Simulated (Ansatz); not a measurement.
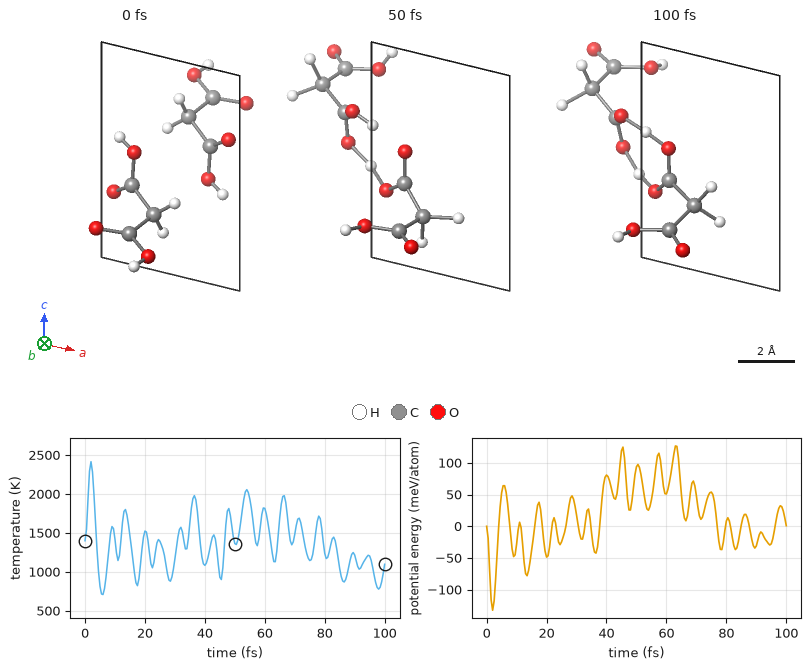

A Born-Oppenheimer molecular dynamics run of a 22-atom cell of H4C3O4 (set up in P-1), 100 fs long. Frames and the history of the run. Style: ball-and-stick. Shown: the simulation cell, along the b axis. Atoms that leave the cell re-enter on the other side.

All numbers below come from DFT PBE, scalar-relativistic, plane waves, PAW (Ansatz). Settings: plane-wave cutoff 420 eV; k-point mesh 2 × 2 × 1; Fermi-Dirac smearing 0.05 eV; low-accuracy preset; Nosé-Hoover thermostat (NVT); set temperature 1400 K; time step 0.5 fs; thermostat time 10.0 fs.

> What do the frames and curves show?

The mean temperature in the second half is 1373 K (standard deviation 317 K). The potential energy is still drifting at the end, so the run hasn't reached equilibrium. The potential energy in the second half lies on average 27.9 meV per atom above the first frame. Root-mean-square distances from the starting positions over the second half, with the common drift of all atoms taken out: H 0.67 Å, O 0.39 Å, C 0.19 Å. The heavy atoms stay within a fraction of a molecule's size of their starting places, while the hydrogen atoms travel further, as molecules turn; so short a run doesn't tell a liquid from a solid. Bond changes: 4 H–O bonds form between 7 fs and 70 fs; 4 H–O bonds break between 9 fs and 53 fs; 2 H–O contacts open and close in turn. The thermostat's time constant is so short that it disturbs the motion.

Limits of the set-up: the program's low-accuracy preset was used.

The run took 7.1 min on 1 thread of Arm Neoverse V1, with other jobs on the host, peak memory 0.44 GiB.
